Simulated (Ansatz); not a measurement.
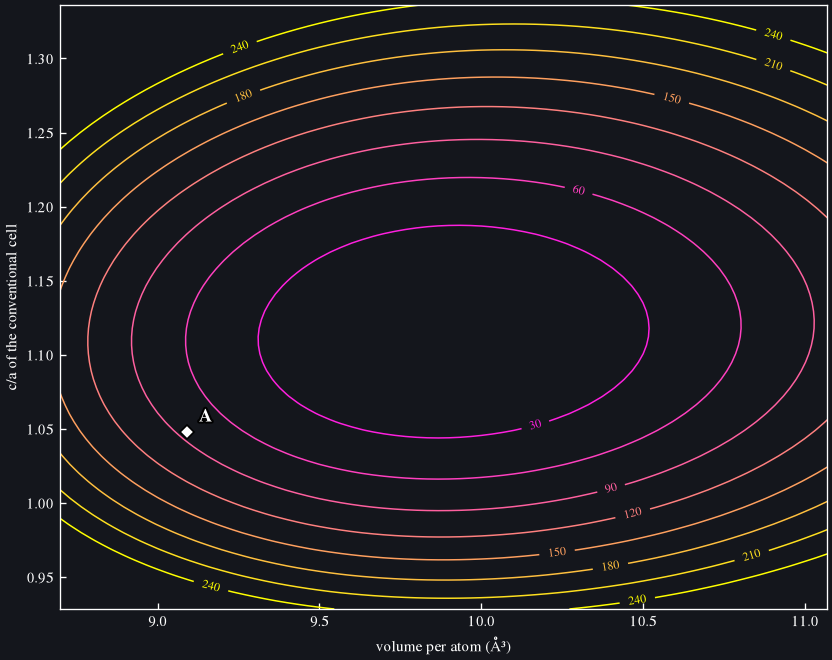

ZrB₂ (P6/mmm, No. 191; 3 atoms in the cell). The energy is mapped over volume and the cell's shape. Coordinates scanned: (1) volume per atom; (2) c/a of the conventional cell. Nothing is relaxed (symmetry fixes all fractional coordinates). The scan uses a 7 × 7 grid. Points are written as (first, second). Energies are in meV/atom, from the lowest grid point. The calculation used DFT LDA, scalar-relativistic, plane waves, PAW in Ansatz 0.2.0. Settings: cutoff 520 eV, k-mesh 18×18×12 in the order of the run's cell vectors, gaussian smearing 0.15 eV, no spin polarisation.

The picture shows contour lines labelled in meV/atom (none above 240), the point A. Between grid points the surface is interpolated.

Which way does the force act at A, and how strong is it?

Answer. A, at (9.09 Å³, 1.048), is not a stationary point. The computed force is 159 meV/atom for each Å³ towards larger values of volume per atom and 820 meV/atom for each unit towards larger values of c/a of the conventional cell.
